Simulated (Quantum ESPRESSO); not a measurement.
# A series of single points on Co

System: Co (4 atoms in the cell).
Method: Kohn-Sham DFT of a periodic cell, LDA, GBRV 1.5 LDA, spin-polarised (Quantum ESPRESSO 7.5).

The 7 runs differ only in the geometry, by an even scaling of the cell at fixed fractional positions. The structure derives from a Materials Project entry.

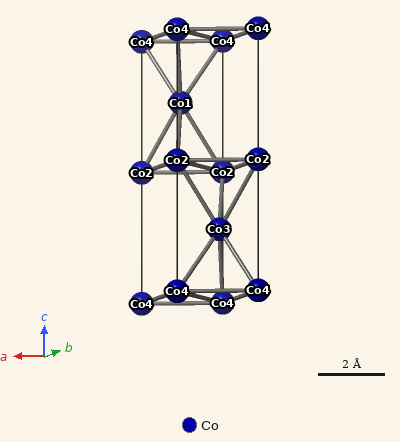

Figure 1. The structure of run 4 (ball-and-stick view of the cell of the calculation, seen at an oblique angle; atoms are numbered from 1 in the order of the input).

## Input of run 4
```
&CONTROL
  calculation = 'scf'
  prefix = 'pwscf'
  outdir = './tmp'
  pseudo_dir = './pseudo'
  tprnfor = .true.
  tstress = .true.
  disk_io = 'nowf'
/
&SYSTEM
  ibrav = 0
  nat = 4
  ntyp = 1
  ecutwfc = 56
  ecutrho = 448
  nbnd = 48
  occupations = 'smearing'
  smearing = 'fd'
  degauss = 0.00367493
  nspin = 2
  starting_magnetization(1) = 0.1176
/
&ELECTRONS
  conv_thr = 8d-10
  electron_maxstep = 120
  mixing_beta = 0.3
/
ATOMIC_SPECIES
Co    58.9332 co_lda_v1.2.uspp.F.UPF
CELL_PARAMETERS angstrom
   2.4705617809    0.0000000000    0.0000000000
  -1.2352808905    2.1395692639    0.0000000000
   0.0000000000    0.0000000000    8.0882338000
ATOMIC_POSITIONS crystal
Co     0.6666666667    0.3333333333    0.7500000000
Co     0.0000000000    0.0000000000    0.5000000000
Co     0.3333333333    0.6666666667    0.2500000000
Co     0.0000000000    0.0000000000    0.0000000000
K_POINTS automatic
10 10 3 0 0 0
```

Command:
```bash
OMP_NUM_THREADS=1 mpirun -n 2 pw.x -nk 2 -in pw.in > pw.out
```

Run 6 differs from it as follows:
```diff
-   2.4705617809    0.0000000000    0.0000000000
-  -1.2352808905    2.1395692639    0.0000000000
-   0.0000000000    0.0000000000    8.0882338000
+   2.5030729010    0.0000000000    0.0000000000
+  -1.2515364506    2.1677247198    0.0000000000
+   0.0000000000    0.0000000000    8.1946701348
```

## Results, with one run withheld

```tsv
run	volume per atom (Å³)	free energy per atom, from the lowest run given (meV)	pressure (GPa)
1	10.047	0.00	0.96
2	10.261	2.18	−4.54
3	10.475	11.29	−9.42
4	10.688	26.63	−13.83
5	10.902	47.49	−17.72
6	11.116	?	?
7	11.330	103.40	−24.25
```

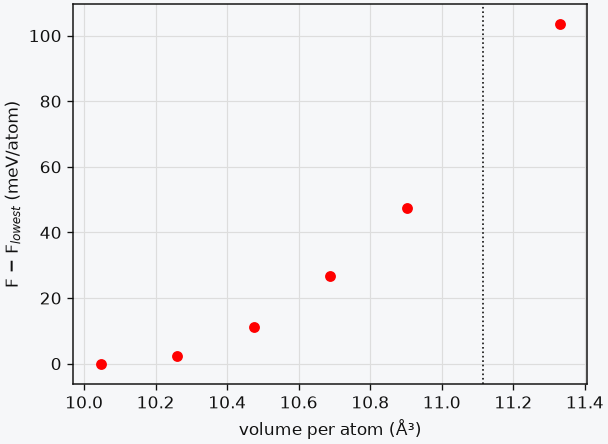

Figure 2. Free energy per atom of the runs given; the dotted line marks run 6.

What should run 6 give?

A cubic polynomial in V^(−2/3) (the Birch–Murnaghan form), fitted to the 6 runs given, misses them by at most 0.03 meV per atom. With x = V^(−2/3) − 0.20719 Å⁻², it reads F = 19.851 − 5736.8 x + 4.0675e+05 x² + 6.1629e+05 x³ (meV per atom). At run 6 it gives 73.27 meV per atom, and the run itself gives 73.26. The slope of the fit gives a pressure −dF/dV of −20.99 GPa there, and the run prints −21.20 GPa. The two needn't agree exactly: the fit is approximate, and the printed stress is taken on a finite basis. The fit has its minimum at 10.092 Å³ per atom, where V d²F/dV² gives 271 GPa. Cell shape and fractional positions are held, so this is the stiffness under even scaling; the relaxed bulk modulus wasn't computed.

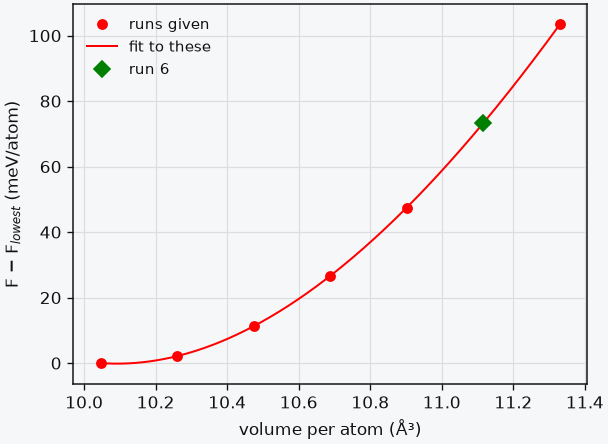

Figure 3. The fit and the withheld run.

## Some lines of the output (run 6)
```
[...]
     total energy              =   -1193.34983311 Ry
     total energy              =   -1193.35117858 Ry
     total energy              =   -1193.35192337 Ry
     total energy              =   -1193.35214738 Ry
     total energy              =   -1193.35220821 Ry
     total energy              =   -1193.35222407 Ry
     total energy              =   -1193.35222641 Ry
     total energy              =   -1193.35222659 Ry
     total energy              =   -1193.35222661 Ry
     the Fermi energy is    17.5480 ev
!    total energy              =   -1193.35222661 Ry
     The total energy is F=E-TS. E is the sum of the following terms:
     Computing stress (Cartesian axis) and pressure
          total   stress  (Ry/bohr**3)                   (kbar)     P=     -212.04
```

Notes: Points of doubt noted for this run: coarse mesh.
